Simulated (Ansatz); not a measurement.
The structure in question:

```
Cu O
1.0
     1.94834   -1.94542    0.04151
     1.94834    1.94542    0.04151
    -0.11027    0.00000    5.01144
Cu O
2 2
Direct
  0.00000 0.50000 0.00000
  0.50000 0.00000 0.50000
  0.50022 0.49978 0.25000
  0.49978 0.50022 0.75000
```

> Give a crystallographic description of this input.

Composition: CuO. Within 0.01 Å the space group is P4_2/mmc (No. 131), primitive tetragonal. In the cell are 2 Cu, 2 O, which makes 2 formula units. Cu bonds to four O in a distorted square planar arrangement at 1.86 Å. O bonds to four Cu in a distorted tetrahedral arrangement at 1.86 Å. Not all metal-metal contacts are counted. The bonds build a three-dimensional framework.

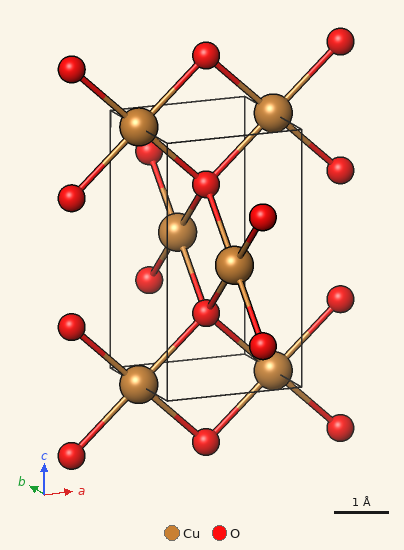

Ball-and-stick drawing of the structure, looking slightly off an axis. Atoms at the boundary of the unit cell (the box) are drawn once for each face, edge or corner they touch. Atoms just outside the outline that bond to atoms inside are added.

Starting structure: a structure listed in the Materials Project. Earlier steps of the study may have refined or changed the cell and positions. It was set up as input for a calculation with Ansatz.
